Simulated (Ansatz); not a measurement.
Consider B5N6 (slab).

```cif
data_structure
_symmetry_space_group_name_H-M 'P 1'
_symmetry_Int_Tables_number 1
_cell_length_a 2.5064
_cell_length_b 2.5064
_cell_length_c 32.2337
_cell_angle_alpha 90.000
_cell_angle_beta 90.000
_cell_angle_gamma 120.000
_cell_volume 175.37
loop_
_atom_site_label
_atom_site_type_symbol
_atom_site_fract_x
_atom_site_fract_y
_atom_site_fract_z
_atom_site_occupancy
B1 B 0.66667 0.33333 0.26370 1
N1 N 0.33333 0.66667 0.26370 1
B2 B 0.33333 0.66667 0.36634 1
N2 N 0.66667 0.33333 0.36634 1
B3 B 0.66667 0.33333 0.46918 1
N3 N 0.33333 0.66667 0.46918 1
B4 B 0.33333 0.66667 0.57196 1
N4 N 0.66667 0.33333 0.57196 1
B5 B 0.66667 0.33333 0.67940 1
N5 N 0.33333 0.66667 0.66844 1
N6 N 0.33333 0.66667 0.71781 1
```

The program warned that a starting moment wasn't kept; spin-polarised.

Level of theory: Ansatz, DFT PBE+D3(BJ), scalar-relativistic, plane waves, PAW.

**What will maps of the valence pseudo-density and electron localisation function show?**

N–N (1.59 Å): the density is about 1.3 e/Å³ at the midpoint; the ELF peaks at about 0.65 between the atoms.

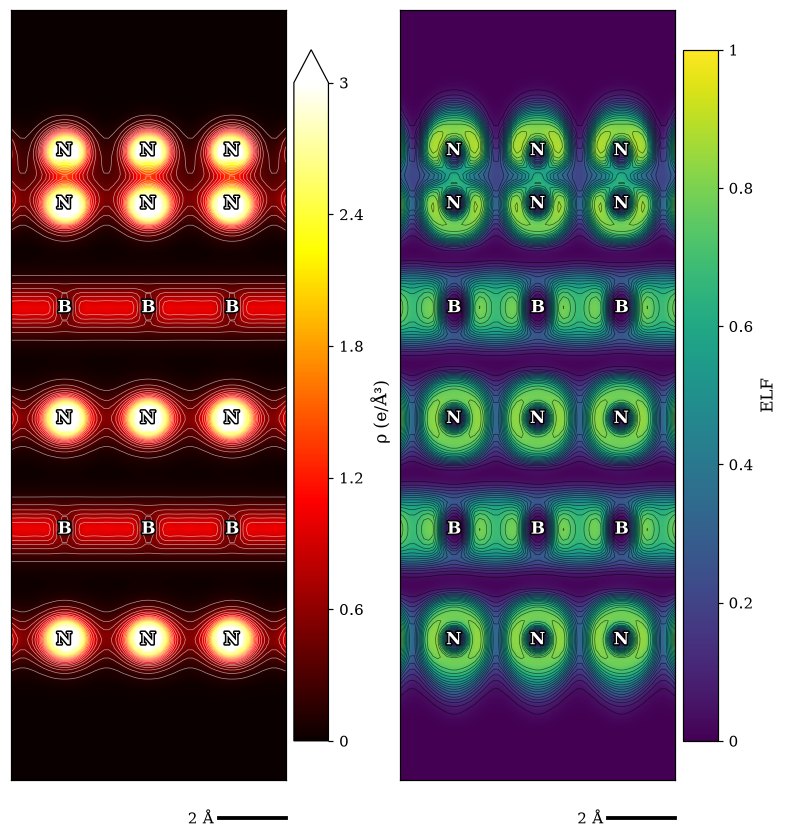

Computed valence pseudo-density and electron localisation function on the (010) plane of the calculation cell, a cut from vacuum to vacuum, in this order. Atoms just off the plane (B, 0.7 Å away and N, 0.7 Å away) can leave unmarked features too.
